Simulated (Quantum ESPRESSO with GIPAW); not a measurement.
# ZrO2: how strain moves the 91Zr line

GIPAW runs (PBEsol, plane-wave PAW from pslibrary 1.0.0 recipes, cutoffs 55 and 330 Ry, one 5×5×4 mesh for all shielding runs; Quantum ESPRESSO with GIPAW, a patched development version; no spin-orbit coupling, no macroscopic shape term) on ZrO2, space group P4_2/nmc before straining. The cell below is strained along the z axis of the cell given, with the other two held, and the atoms are relaxed in pw.x at each strain, zero included.

```
CELL_PARAMETERS angstrom
3.59610 0.00000 0.00000
0.00000 3.59610 0.00000
0.00000 0.00000 5.17700
ATOMIC_POSITIONS crystal
Zr 0.50000 0.50000 0.50000
Zr 0.00000 0.00000 0.00000
O 0.50000 0.00000 0.79911
O 0.50000 0.00000 0.29911
O 0.00000 0.50000 0.70089
O 0.00000 0.50000 0.20089
```

The cell is an entry of the Crystallography Open Database; it need not be the form that is stable at ambient conditions.

The bonds are those of Zr (atom 1; ZrO8). One row is withheld.

```
strain (%)  mean bond (Å)  σ_iso Zr (ppm)  σ_iso O (ppm)  span Zr (ppm)
        -2         2.2074         1712.43        -184.23          136.6
      -1.5         2.2118         1701.92        -184.38          145.3
        -1         2.2161               ?              ?              ?
         0         2.2250         1669.53        -185.65          172.4
      +0.5         2.2295         1659.14        -186.49          180.5
        +1         2.2340         1648.23        -187.30          189.9
        +2         2.2432         1627.04        -189.43          207.6
```

**Task.** Fit σ_iso of Zr against strain, judge whether a straight line is enough, and predict the withheld row at -1 %.

1. With n = 6: Σx = 0.000, Σy = 10018.29, Σx² = 11.5000, Σxy = -245.860.

2. Slope b = (nΣxy − ΣxΣy)/(nΣx² − (Σx)²) = -21.38 ppm per %, intercept a = (Σy − bΣx)/n = 1669.72 ppm.

3. Residuals (run less line), in the order of the table: -0.04, +0.14, -0.19, +0.11, -0.11, +0.08 ppm. They show no clear bend at this precision, so the line is kept.

4. At -1 % (inside the fitted range) the line gives 1691.09 ppm.

5. The run gives:

```
strain (%)  mean bond (Å)  σ_iso Zr (ppm)  σ_iso O (ppm)  span Zr (ppm)
        -1         2.2161         1691.24        -184.67          154.1
```

Prediction less run: the line misses by -0.15 ppm. Stretching by 1 % deshields Zr by about 21 ppm, or 24 ppm for 0.01 Å of mean bond length. The shift moves the opposite way, scaled by the slope of a reference line. Over the table σ of O goes from -184.23 to -189.43 ppm. Zero strain is the database's lattice with relaxed atoms, not this functional's rest cell, and neither cutoff nor mesh was tested for the slopes. The omitted shape term, common to all sites, changes with strain too. This build of gipaw.x prints that it is not audited and that its numbers are no references by themselves. The relaxations ran on cheaper settings and stop at small residual forces, which adds noise that small residuals can't be told from. 91Zr is quadrupolar, so a real line also moves with the field gradient, which is not computed here. pw.x warned of eigenvalues not converged in some cycles of these runs, which then met the threshold.

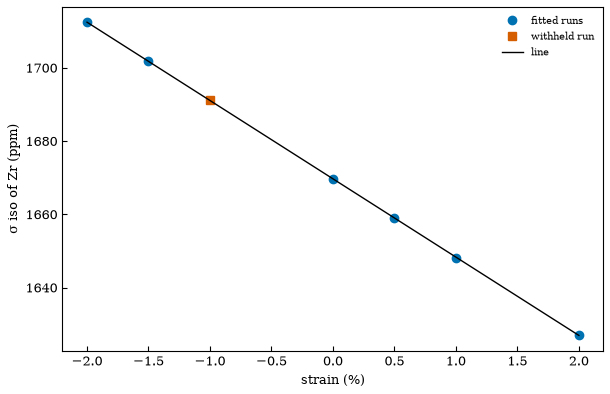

σ_iso of Zr against strain.

[Banner, clock, file and message-heading lines were taken out of the pw.x and gipaw.x logs.]

[Logs are printed without paths, hosts, clocks, repeated set-up lines and the standing remarks that a program may print on its own settings, such as how far it seeks lower states.]

[Hosts, paths, dates, database ids (printed as entryN), source tags and the programs' standing remarks are cut or masked in the printed files.]
